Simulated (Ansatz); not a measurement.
System: Al, space group Pm-3m (No. 221) (one of a set of cubic test structures, which need not be the stable phase).

Input of one of the runs behind the figure:
```
crystal:
  lattice:
    - [2.722123665891, 0.0, 0.0]
    - [0.0, 2.722123665891, 0.0]
    - [0.0, 0.0, 2.722123665891]
  atoms:
    - { symbol: Al, position: [0, 0, 0] }
kpoints:
  mp_grid: { grid: [20, 20, 20] }
hamiltonian:
  xc: pbe
  pseudopotentials:
    kind: paw
    azcp:
      Al: "pseudopotentials/pbe/paw/ansatz_paw_generated_hard_1/Al.paw.azcp"
scf:
  occupations: { method: fermi_dirac, width: 0.061225619053 }
  convergence: { dr2_threshold: "1e-9 eV" }
  max_iter: 300
output:
  forces: true
  stress: true
```

Launched with:
```bash
ansatz run input.yaml --threads 1
```

Method: equation of state of a cubic crystal from periodic Kohn-Sham density functional theory without spin, third-order Birch-Murnaghan fit to the free energies; pressure corrected for the finite basis (Ansatz 0.2.0 development build). Level: PBE.

```csv
setting,value
structure type,simple cubic
atoms in cell,1
space group number,221
lattice centring,simple cubic
k mesh,20×20×20
occupation method,Fermi–Dirac
occupation width,0.06123 eV
wave cutoff,700 eV
datasets,hard PAW
density tolerance,1e-09 eV
bands,10
density cutoff ratio,4
search for lower states,default
```

Describe the result: the energy above the lowest point against volume. The volume takes the values 18.96, 19.36, 19.77, 20.17, 20.57, 20.98, 21.38 Å³/atom.

A third-order Birch–Murnaghan fit gives V0 = 20.16 Å³/atom, B0 = 57.1 GPa and B′ = 4.2. The energy above the lowest point is 14.2 meV/atom at volume 18.96 Å³/atom and 11.9 meV/atom at 21.38 Å³/atom; the lowest computed point is at volume 20.17 Å³/atom (0.0 meV/atom), in a single well.

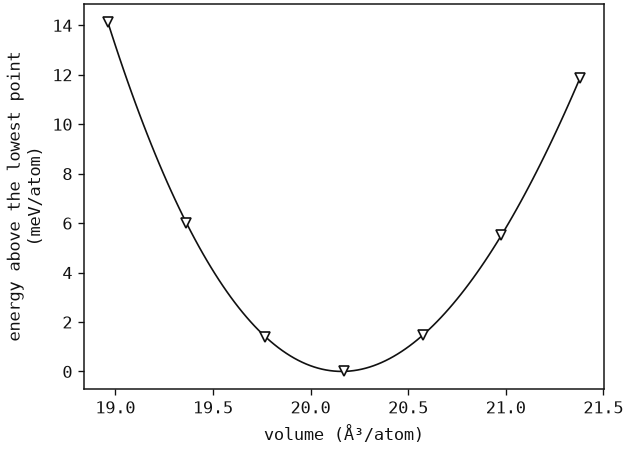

Keep in mind: cubic model structure, not the ambient form; modest k-mesh, values are not fully converged in k.
